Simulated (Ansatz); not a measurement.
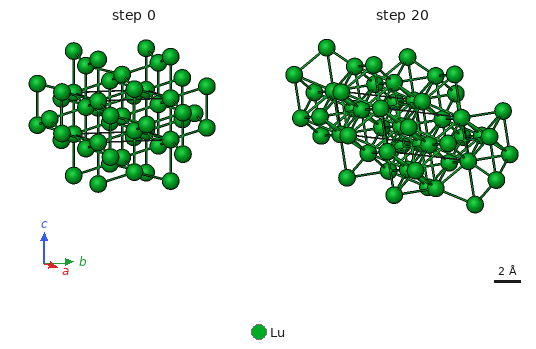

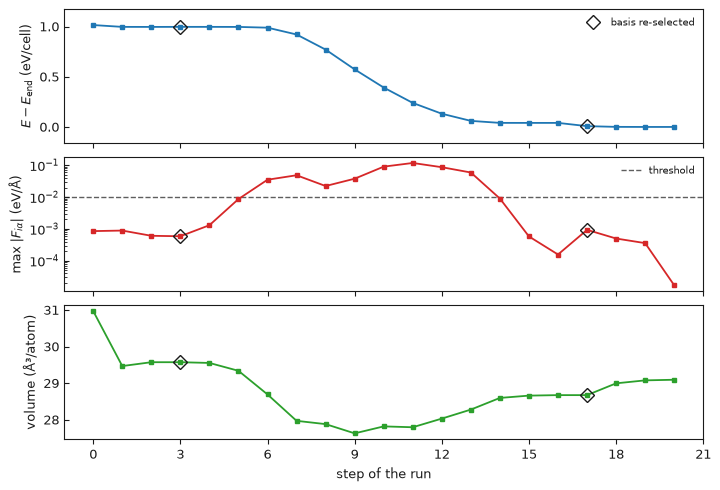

First and last geometry of a relaxation of a crystal of Lu (a generated structure, set up in I4_1/amd), with the history of the run. Style: ball-and-stick. Shown: the conventional cell (2 times the calculation's cell), slightly off an axis. Lengths and directions refer to the drawn axes.

Phase: beta-Sn type.

Level of theory: DFT, r2SCAN, plane waves (500 eV) with PAW, scalar-relativistic (Ansatz).

Input file:
```yaml
crystal:
  lattice:
    - [-3.0496157939, 3.0496157939, 1.6650902234]
    - [3.0496157939, -3.0496157939, 1.6650902234]
    - [3.0496157939, 3.0496157939, -1.6650902234]
  atoms:
    - { symbol: Lu, position: [0.0, 0.0, 0.0] }
    - { symbol: Lu, position: [0.75, 0.25, 0.5] }
hamiltonian:
  xc: r2scan
  pseudopotentials:
    kind: paw
    azcp:
      Lu: "pseudopotentials/Lu.paw.azcp"
basis:
  ecutwfc: 500
  fft_grid_basis: typed
kpoints:
  mp_grid: { grid: [11, 11, 7], shift: [0, 0, 0] }
magnetization:
  spin_polarized: false
scf:
  occupations: { method: fermi_dirac, width: 0.1 }
relax:
  max_steps: 60
  f_tol: 0.01
  cell: {}
output:
  write_density: true
  write_potential: true
  elf: true
  volumetric_format: npy
```

Run as
```bash
ansatz run input.yaml --threads 1 --pin off --max-ram 3584MiB --backend cpu --events-out ev --progress --plain --runs-dir out
```

> What do the curves and the structures tell?

The run was cut off at its time limit before the program reported convergence, but its last step already meets the force threshold: the largest component is under 0.0001 eV/Å against 0.01 eV/Å. The pressure is within 0.01 GPa of its target. The largest moves relative to the cell, 0.25 Å, are those of Lu1 and Lu2. Lu1 goes along [1 −1 0]. The drawn cell changes as follows: a = b 6.099 → 6.498 Å (+6.5 %), c 3.330 → 3.504 Å (+5.2 %), α 90.0° → 105.6°, β 90.0° → 105.6°, γ 90.0° → 55.7°; the volume changes by −6.1 %. Among the contacts that change: Lu1–Lu1 4.623 → 3.504 Å, Lu1–Lu2 3.942 → 3.403 Å, Lu1–Lu2 (another image) 3.161 → 3.403 Å, Lu1–Lu1 (another image) 3.330 → 3.504 Å. New bonds form: Lu1–Lu1 (4.62 → 3.50 Å), Lu2–Lu2 (4.62 → 3.50 Å). Among the angles between lasting bonds that change: Lu2–Lu1–Lu2 94.0° → 145.4°, Lu2–Lu1–Lu2 94.0° → 62.0°, Lu1–Lu1–Lu2 105.3° → 121.0°. The space group (tolerance 0.01 Å) goes from I4_1/amd (No. 141) to P6_3/mmc (No. 194). Over 18 accepted moves (20 points after the start) the energy falls by 1.015 eV per cell of the calculation. Largest force component: 0.00086 eV/Å at the start, under 0.0001 eV/Å at the end. Pressure: −1.82 GPa at the start and 0.00 GPa at the end. At 2 points the geometry stayed and the basis and grid were re-selected for the new cell (energy shift of 32.3 meV per cell of the calculation at most each time).
